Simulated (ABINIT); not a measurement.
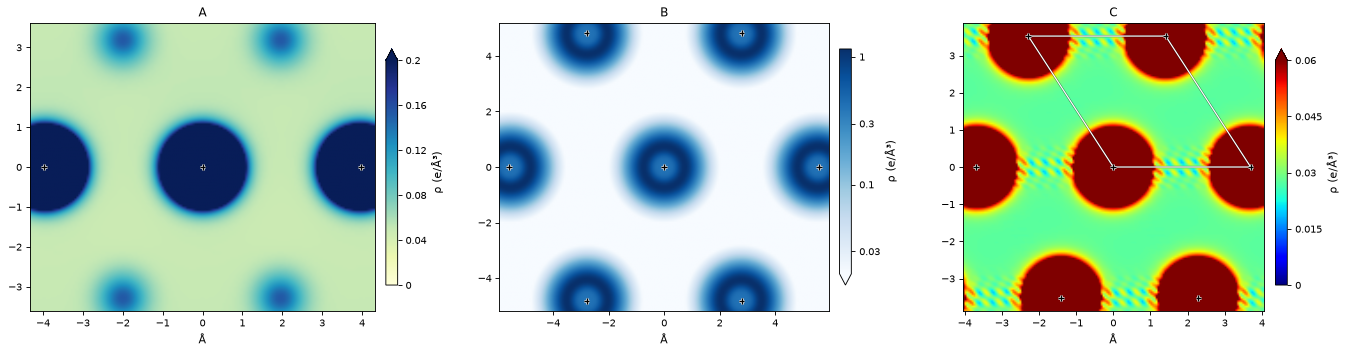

The valence charge density (pseudo) of 3 systems, each on a plane through atoms (crosses mark nuclei in the plane).

All numbers below come from Kohn-Sham DFT of a periodic cell, PBE, JTH PAW PBE v2.0 in ABINIT 10.8.3.

System 1: Na, the (11̄0) plane of the conventional cell. Space group P-1.

System 2: Cs, the (111) plane of the conventional cell. Space group Fm-3m; a structure from a database of computed crystals, not necessarily the ambient phase.

```yaml
crystal:
  lattice:
    - [7.89667, 0.00000, 0.00000]
    - [0.00000, 7.89667, 0.00000]
    - [0.00000, 0.00000, 7.89667]
  atoms:
    - { symbol: Cs, position: [0.00000, 0.00000, 0.00000] }
    - { symbol: Cs, position: [0.50000, 0.50000, 0.00000] }
    - { symbol: Cs, position: [0.50000, 0.00000, 0.50000] }
    - { symbol: Cs, position: [0.00000, 0.50000, 0.50000] }
```

System 3: Ca, the (010) plane of the conventional cell. Space group P-1.

Question: Match each panel to its system.

Answer: Panel A is system 3, Ca: the plane holds Ca. Panel B is system 2, Cs: the plane holds Cs. Cs–Cs (5.58 Å): ρ is about 0.01 e/Å³ halfway. Panel C is system 1, Na: the plane holds Na. Na–Na (3.79 Å): the density is about 0.03 e/Å³ at the midpoint.
